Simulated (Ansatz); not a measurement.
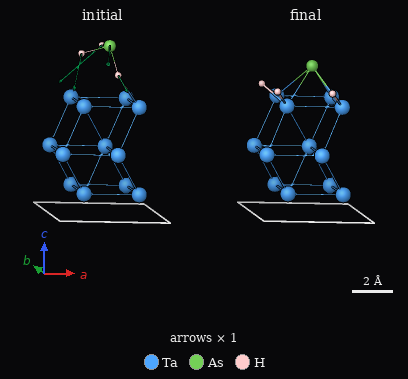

The structure of a slab of composition Ta$_{12}$AsH$_{3}$ (cut from the Im-3m phase) before (left) and after (right) a constrained relaxation, at one scale. The green arrows give the displacements, at their true length.

Style: ball-and-stick. Shown: the cell of the calculation, outlined in the plane, without the vacuum (origin shifted), slightly off an axis.

Case: 1 AsH3 a cell, tilted, over a bridge Ta-Ta site. The slab is the (1 1 0) face of Ta with AsH3 on it. 4 atoms are held fixed.

All numbers below come from DFT PBE+D3(BJ), scalar-relativistic, plane waves, PAW in Ansatz 0.2.0. Settings: plane-wave cutoff 420 eV; k-point mesh 4 × 4 × 1; occupations gaussian; smearing width 0.1 eV; no spin polarisation; dipole correction; atoms relaxed in a fixed cell; force threshold 0.04 eV/Å; at most 100 steps.

Summarise the run.

The energy falls by 5.344 eV per cell of the calculation in 31 geometry steps. The largest force component goes from 0.75 to 0.0068 eV/Å. The atom that moves furthest is an H atom (3.26 Å at 48° to the normal (−c side)). Largest moves by element: H 3.26 Å, As 2.86 Å, Ta 0.16 Å. The lattice vectors keep their values. Among the contacts that change: H–Ta 4.909 → 1.967 Å, As–Ta 5.697 → 3.017 Å, As–Ta 5.183 → 2.568 Å, H–Ta 4.407 → 2.020 Å. New bonds form, among them: As–Ta (3.86 → 2.81 Å), As–Ta (3.89 → 2.57 Å), As–Ta (5.18 → 2.57 Å), H–Ta (3.00 → 1.97 Å). Bonds break, among them: As–H (1.56 → 2.74 Å), As–H (1.56 → 3.43 Å). Bond angles that change, for instance: Ta–H–Ta 81.7° → 111.3°, Ta–Ta–Ta 180.0° → 173.7°, Ta–Ta–Ta 109.5° → 104.0°.

Limits of the set-up: the periodic images lie only 5.7 Å apart, so the values are limited by the cell's size.
